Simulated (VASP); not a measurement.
## What a change does: band-structure calculation on MgO

System: MgO (I4/mmm, 2 atoms in the cell).
Method of run 1: DFT, r2SCAN, plane waves, PAW (VASP 6.6.1).

The structure was built on a prototype by a generator. The geometry comes from this level: r2SCAN (a point of a series of strains). 

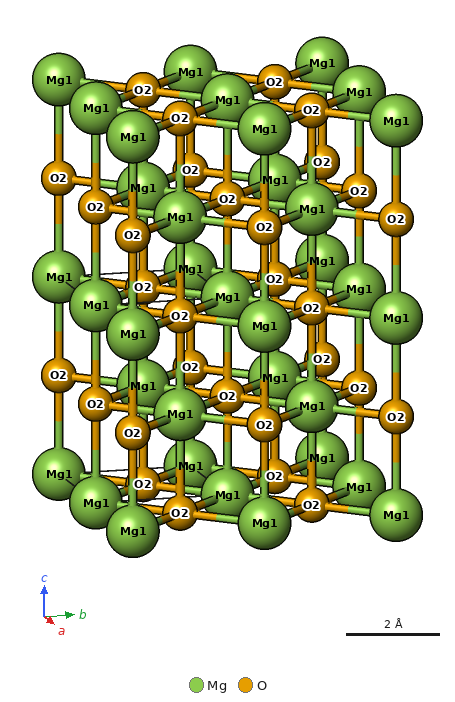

**Figure 1.** The structure (ball-and-stick view of the cell 2 times as large as that of the calculation, set on its symmetry axes, repeated 2 × 2 × 2, seen slightly off an axis; atoms are numbered from 1 in the order of the input). Near neighbours in the crystal (not all of them lie inside the picture): Mg has 6 O at 2.10 to 2.20 Å; O has 6 Mg at 2.10 to 2.20 Å.

### INCAR, run 1
```
ENCUT = 520.000000
SIGMA = 0.010000
EDIFF = 1.00e-07
ALGO = Normal
METAGGA = R2SCAN
PREC = Accurate
IBRION = -1
ISIF = 2
ISMEAR = 0
NBANDS = 11
NELM = 120
NSW = 0
LASPH = .TRUE.
LCHARG = .FALSE.
LWAVE = .FALSE.
LREAL = .FALSE.
```

### KPOINTS, run 1
```
KPOINTS created by Atomic Simulation Environment
0
Gamma
10 10 10
0 0 0
```

### KPOINTS_OPT, run 1
```
special points
6
Reciprocal
0.0000000000 0.0000000000 0.0000000000 1
0.5000000000 0.0000000000 0.5000000000 1
0.6250000000 0.2500000000 0.6250000000 1
0.3750000000 0.3750000000 0.7500000000 1
0.5000000000 0.5000000000 0.5000000000 1
0.5000000000 0.2500000000 0.7500000000 1
```

### POSCAR, run 1
```
Mg O
 1.0000000000000000
     0.0000000000000000    2.1021674168000000    2.1021674168000000
     2.1959240836000000    0.0000000000000000    2.1021674168000000
     2.1959240836000000    2.1021674168000000    0.0000000000000000
 Mg  O
   1   1
Cartesian
  0.0000000000000000  0.0000000000000000  0.0000000000000000
  2.1959240835999996  2.1021674168000000  2.1021674168000000
```

Command:
```bash
mpirun -np 1 vasp_std
```

Hardware: 1 CPU thread, shared host.

### OSZICAR and lines of OUTCAR (run 1)
```
N       E                     dE             d eps       ncg     rms          rms(c)
DAV:   1     0.775769719738E+01    0.77577E+01   -0.47506E+03  2572   0.662E+02
DAV:   2    -0.192807362958E+02   -0.27038E+02   -0.26142E+02  2556   0.140E+02
DAV:   3    -0.198505360506E+02   -0.56980E+00   -0.56924E+00  2722   0.176E+01
DAV:   4    -0.198520504256E+02   -0.15144E-02   -0.15143E-02  2457   0.104E+00
DAV:   5    -0.198520561913E+02   -0.57657E-05   -0.57657E-05  2688   0.639E-02    0.681E+00
DAV:   6    -0.160390569420E+02    0.38130E+01   -0.57039E+00  2373   0.128E+01    0.195E+00
DAV:   7    -0.161169281063E+02   -0.77871E-01   -0.21790E-01  2550   0.334E+00    0.145E+00
DAV:   8    -0.161302973246E+02   -0.13369E-01   -0.66518E-02  2343   0.250E+00    0.542E-01
DAV:   9    -0.161267151134E+02    0.35822E-02   -0.11654E-02  2469   0.707E-01    0.140E-01
DAV:  10    -0.161266277740E+02    0.87339E-04   -0.95150E-04  2511   0.224E-01    0.193E-02
DAV:  11    -0.161266444947E+02   -0.16721E-04   -0.12879E-05  2511   0.308E-02    0.590E-03
DAV:  12    -0.161266461073E+02   -0.16126E-05   -0.36320E-07  2550   0.405E-03    0.358E-03
DAV:  13    -0.161266459537E+02    0.15365E-06   -0.79279E-07  2451   0.613E-03    0.125E-04
DAV:  14    -0.161266457945E+02    0.15920E-06   -0.33807E-09  1254   0.581E-04    0.154E-04
DAV:  15    -0.161266457297E+02    0.64800E-07   -0.15456E-09  1239   0.238E-04
   1 F= -.16126646E+02 E0= -.16126646E+02  d E =-.821930E-18
       N       E                     dE             ncg
DAV:   1     0.583741974822E+03   -0.22280E+04      164
DAV:   2     0.463200956105E+03   -0.12054E+03      147
DAV:   3     0.461436074987E+03   -0.17649E+01      173
DAV:   4     0.461431870276E+03   -0.42047E-02      144
DAV:   5     0.461431854180E+03   -0.16096E-04      159
DAV:   6     0.461431854097E+03   -0.82908E-07      150
[... from OUTCAR:]
   NELECT =       8.0000    total number of electrons
 E-fermi :   2.6114
  free  energy   TOTEN  =       -16.1266457297 eV
  energy  without entropy=      -16.1266457297  energy(sigma->0) =      -16.12664573
```

The input of run 2 differs as follows (lines with − go, lines with + come):
```diff
-SIGMA = 0.010000
+SIGMA = 0.020000
-ALGO = Normal
-METAGGA = R2SCAN
+GGA = PE
-ISMEAR = 0
+ISMEAR = -1
```

What does this change do to the results?

The total energies belong to different methods, so their difference says nothing on which is more stable or more accurate. The gap on the mesh goes from 5.16 to 4.30 eV. The pressure goes from −7.19 to −1.43 GPa. The functional changes from R2SCAN to PBE. The SCF takes 13 iterations against 15.

### OSZICAR and lines of OUTCAR (run 2)
```
N       E                     dE             d eps       ncg     rms          rms(c)
DAV:   1     0.125892786741E+02    0.12589E+02   -0.46200E+03  2588   0.642E+02
DAV:   2    -0.129329847363E+02   -0.25522E+02   -0.24679E+02  2556   0.133E+02
DAV:   3    -0.134634617981E+02   -0.53048E+00   -0.52991E+00  2719   0.166E+01
DAV:   4    -0.134647406165E+02   -0.12788E-02   -0.12788E-02  2466   0.930E-01
DAV:   5    -0.134647449123E+02   -0.42958E-05   -0.42958E-05  2697   0.532E-02    0.721E+00
DAV:   6    -0.119179260229E+02    0.15468E+01   -0.91163E+00  2358   0.164E+01    0.228E+00
DAV:   7    -0.119044845307E+02    0.13441E-01   -0.69397E-02  2469   0.220E+00    0.136E+00
DAV:   8    -0.118986939394E+02    0.57906E-02   -0.31349E-02  2349   0.197E+00    0.263E-01
DAV:   9    -0.118982022650E+02    0.49167E-03   -0.77997E-04  2610   0.193E-01    0.143E-01
DAV:  10    -0.118981719610E+02    0.30304E-04   -0.59788E-04  2448   0.179E-01    0.917E-03
DAV:  11    -0.118981743232E+02   -0.23622E-05   -0.31433E-06  2640   0.146E-02    0.568E-03
DAV:  12    -0.118981742098E+02    0.11335E-06   -0.50539E-07  2550   0.557E-03    0.110E-03
DAV:  13    -0.118981741727E+02    0.37157E-07   -0.13712E-07  1344   0.216E-03
   1 F= -.11898174E+02 E0= -.11898174E+02  d E =-.266794E-10
       N       E                     dE             ncg
DAV:   1     0.609943431872E+03   -0.22018E+04      164
DAV:   2     0.494691985680E+03   -0.11525E+03      147
DAV:   3     0.492935729234E+03   -0.17563E+01      173
DAV:   4     0.492931815451E+03   -0.39138E-02      144
DAV:   5     0.492931801380E+03   -0.14071E-04      159
DAV:   6     0.492931801313E+03   -0.66499E-07      147
[... from OUTCAR:]
   NELECT =       8.0000    total number of electrons
 E-fermi :   3.3056
  free  energy   TOTEN  =       -11.8981741727 eV
  energy  without entropy=      -11.8981741726  energy(sigma->0) =      -11.89817417
```

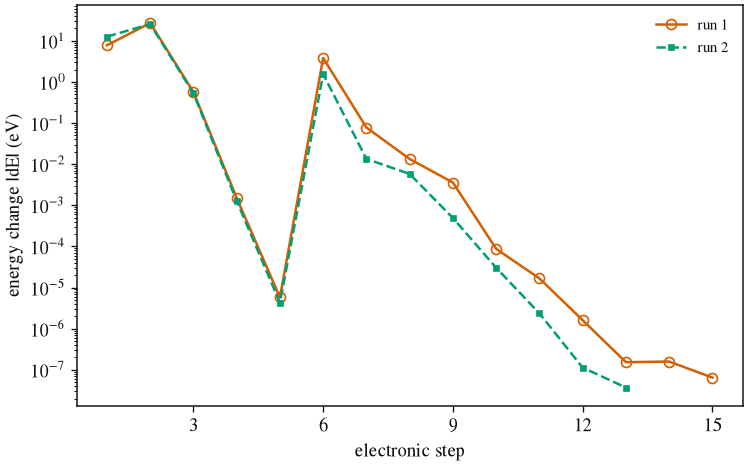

**Figure 2.** Convergence of the two runs: energy change |dE| against the electronic step. Run 1 takes 15 steps in all, and run 2 takes 13.

### The two runs side by side

```csv
quantity,run 1,run 2
outcome,converged,converged
free energy per atom (eV),−8.0633,−5.9491
gap on the mesh (eV),5.16,4.30
pressure (GPa),−7.19,−1.43
largest force (eV/Å),0.000,0.000
SCF iterations,15,13
irreducible k-points,102,102
```
